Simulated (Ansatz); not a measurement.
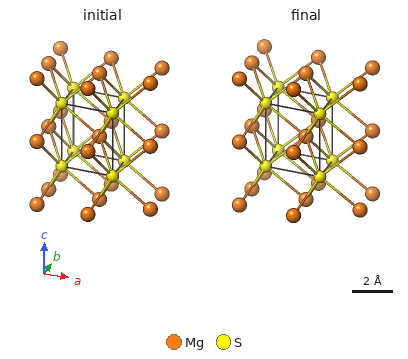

The structure of a crystal of MgS (a generated structure, set up in P-6m2) (coarse preliminary run) before (left) and after (right) a relaxation, at one scale.

A ball-and-stick model of the cell of the calculation, seen slightly off an axis.

The calculation used Ansatz, DFT PBE, scalar-relativistic, plane waves, PAW. (plane-wave cutoff 420 eV; k-point mesh 6 × 6 × 6; occupations gaussian; smearing width 0.1 eV; no spin polarisation; cell and atoms relaxed; force threshold 0.04 eV/Å; at most 70 steps)

Question: Summarise the run.

Answer: The atoms keep their places relative to the cell (all moves are under 0.005 Å). Cell: a = b 3.391 → 3.610 Å (+6.5 %), c 3.301 → 3.305 Å (+0.1 %). Volume +13.5 %. Among the contacts that change: Mg–S 2.561 → 2.660 Å. Bond angles that change, for instance: Mg–S–Mg 80.3° → 76.8°, S–Mg–S 80.3° → 76.8°, S–Mg–S 82.9° → 85.5°. The space group stays P-6m2 (No. 187). Over 3 accepted moves (4 points after the start) the energy falls by 0.179 eV per cell of the calculation. All forces vanish by symmetry, so only the cell relaxes. The pressure goes from 10.41 to 0.08 GPa. The SCF was repeated once at an unchanged geometry on a basis and grid sized afresh for the cell, which shifted the energy by 0.3 meV per cell of the calculation at most. The run took 3.3 s on 1 thread of Intel(R) Xeon(R) 6975P-C (Granite Rapids) (shared host), peak memory 0.34 GiB.
